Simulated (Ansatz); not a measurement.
**Sn$_{2}$HO$_{2}$ (slab): density, localisation and related maps**

```
CELL_PARAMETERS angstrom
3.82016 0.00000 0.00000
0.00000 3.82016 0.00000
0.00000 0.00000 19.36304
ATOMIC_POSITIONS crystal
Sn 0.75000 0.25000 0.20658
O 0.25000 0.25000 0.26760
O 0.75000 0.75000 0.26760
Sn 0.25000 0.75000 0.32862
H 0.50000 0.00000 0.48355
```

A point of a scan over the structure, not its minimum; PAW files of the earlier set (soft_1); spin-polarised.

Level of theory: Ansatz 0.2.0, DFT PBE+D3(BJ), scalar-relativistic, plane waves, PAW.

Core electrons are frozen (PAW), and the valence fields are smoothed inside the atomic spheres.

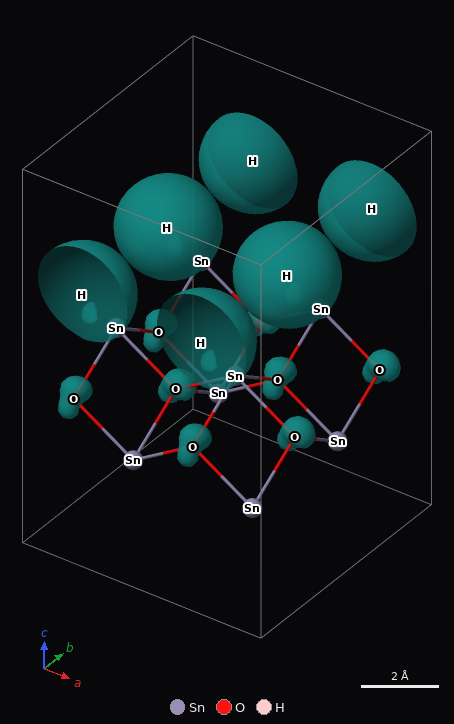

Figure 1. Isosurfaces of the spin density (up minus down) at +0.01 (teal) and −0.01 e/Å³ (pink), seen at an oblique angle. Sticks mark near contacts.

Which atoms carry the moments, and with what signs?

The spin density sits on H: +0.9 μB in one cell of 5 atoms: a single local moment. The cell of the calculation (5 atoms) carries 1.0 μB of net spin moment. Only one sign reaches the isovalue.

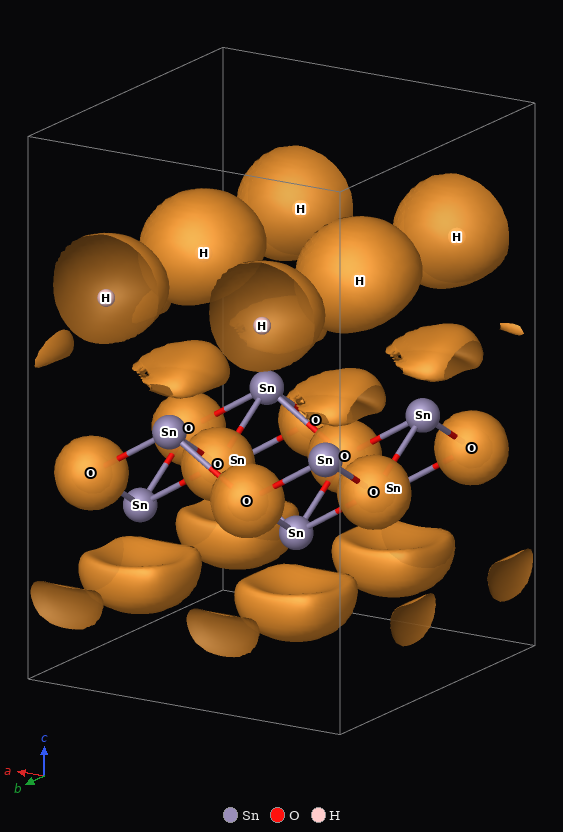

Figure 2. Isosurface of the electron localisation function at 0.75 (orange), seen at an oblique angle. Only the valence region is drawn (cores and ρ < 0.01 e/Å³ removed). Sticks mark near contacts.

Describe the localisation domains.

The ELF exceeds this value in one region around a hydrogen nucleus, two lobes on Sn, pointing away from the bonds (non-bonding electrons) and two regions wrapped around O (the valence shell of each), counted in one cell of 5 atoms. Counts are for one cell; the picture repeats the cell along the surface.


Sn–O (2.25 Å): the ELF peaks at about 0.85 in the valence shell of O, 0.6 Å from its nucleus, and is about 0.20 at the midpoint: no shared electron pair shows on this line. Sn–H (3.29 Å): the ELF climbs to about 1 towards the hydrogen.

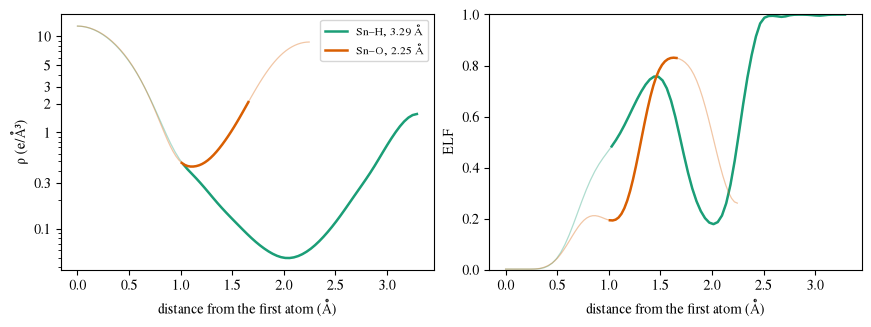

Figure 3. Valence charge density (pseudo) and electron localisation function along straight lines between neighbouring atoms. Thin, pale parts lie inside the atomic spheres.

Compare the contacts.

Sn–H (3.29 Å): ρ is about 0.09 e/Å³ halfway; the ELF climbs to about 1 towards the hydrogen.
Sn–O (2.25 Å): the density is about 0.44 e/Å³ at the midpoint; the ELF peaks at about 0.85 in the valence shell of O, 0.6 Å from its nucleus, and is about 0.20 at the midpoint: no localised pair shows between them.

Does the calculation give a band gap?

It is gapped, with a Kohn–Sham gap of 2.0 eV on the k-point mesh (the band edges may lie off the mesh, which would make the gap smaller).
